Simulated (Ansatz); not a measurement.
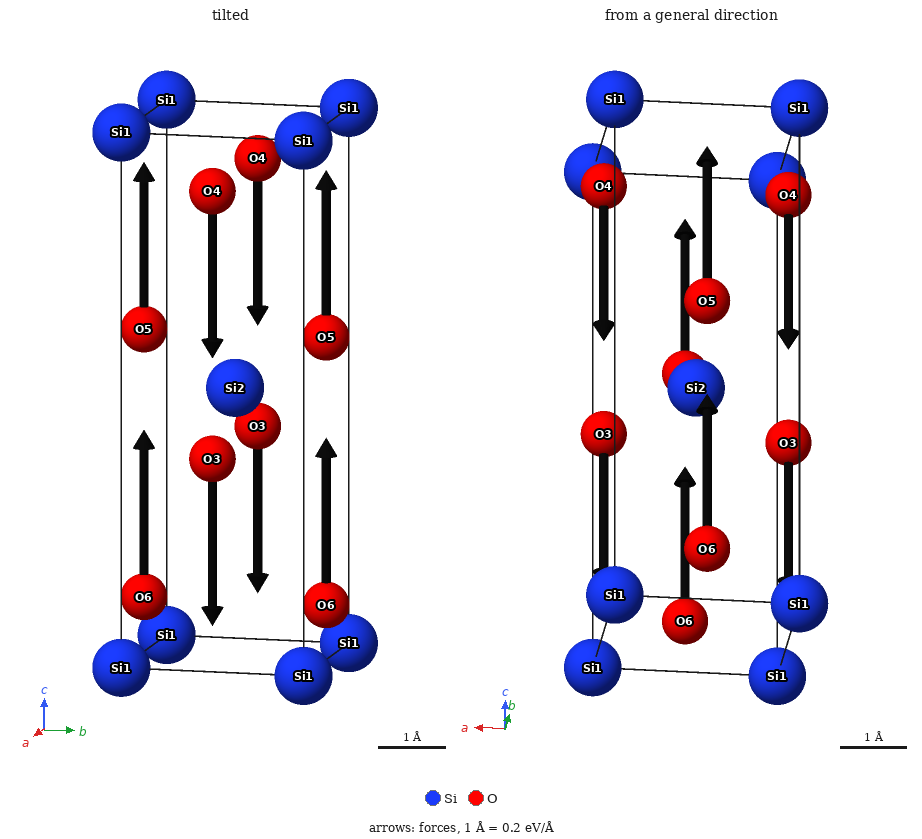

An orthographic spheres-only view of the structure, slightly off an axis and from a general direction. The edges of the simulation cell are marked. The arrows are the computed forces on the atoms.

System: SiO2. Results below were computed with DFT, PBE, plane waves, PAW (Ansatz 0.2.0); the settings were a cutoff energy of 420 eV, k-mesh 10×10×4, Fermi-Dirac smearing of 0.02 eV, no spin polarisation.

Are the atoms in equilibrium?

No. The atoms still feel forces of up to about 0.45 eV/Å, far above a usual threshold of 0.01 to 0.03 eV/Å.

Where is the maximum force, and how large is it?

All O atoms, about 0.45 eV/Å.

The model was built from a structure type filled with these elements by a generator (whether the compound takes this form wasn't checked). Earlier steps of the study may have refined or changed the cell and positions. It went into a calculation with Ansatz.
